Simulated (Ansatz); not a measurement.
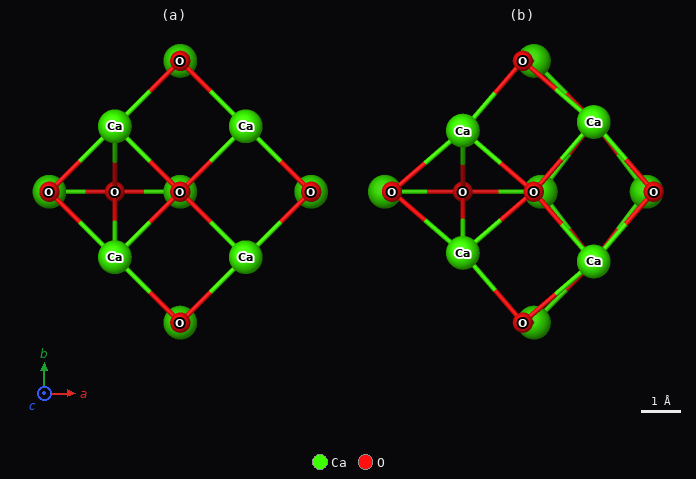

The structure of a defect cell of composition Ca₈O₇ (cell charge +2) (started half-way along a vacancy jump, in the symmetry of that start) before (left) and after (right) a relaxation, at one scale.

A ball-and-stick model of the atoms within 4.2 Å of the atom that moves most (axes of the conventional cell (2 times the calculation's cell)), seen along the c axis. Lengths and directions refer to the drawn axes.

The calculation used DFT PBE, scalar-relativistic, plane waves, PAW (Ansatz). Set-up: plane-wave cutoff 420 eV; k-point mesh 4 × 4 × 4; occupations gaussian; smearing width 0.05 eV; no spin polarisation; atoms relaxed in a fixed cell; force threshold 0.02 eV/Å; at most 60 steps.

Summarise the run.

Answer. The energy falls by 4.626 eV per cell of the calculation in 5 geometry steps. Largest force component: 8.5 eV/Å at the start, 0.0024 eV/Å at the end. The largest moves, 0.33 Å, are those of Ca atoms. Largest moves by element: Ca 0.33 Å, O 0.20 Å. The cell stays as it was. Among the contacts that change: Ca–Ca 3.416 → 4.074 Å, Ca–Ca 3.416 → 2.758 Å, Ca–O 1.708 → 2.037 Å, Ca–Ca 3.416 → 3.190 Å. Bond angles that change, for instance: O–Ca–O 90.0° → 105.9°, O–Ca–O 180.0° → 165.4°, O–Ca–O 180.0° → 171.6°. Cost: 42 s on 4 threads of Arm Neoverse V1, on a shared host, peak memory 0.82 GiB.

Limits of the set-up: the periodic images lie only 6.8 Å apart, so the values are limited by the cell's size; the cell is charged, on a uniform background, and energies carry no finite-size correction.
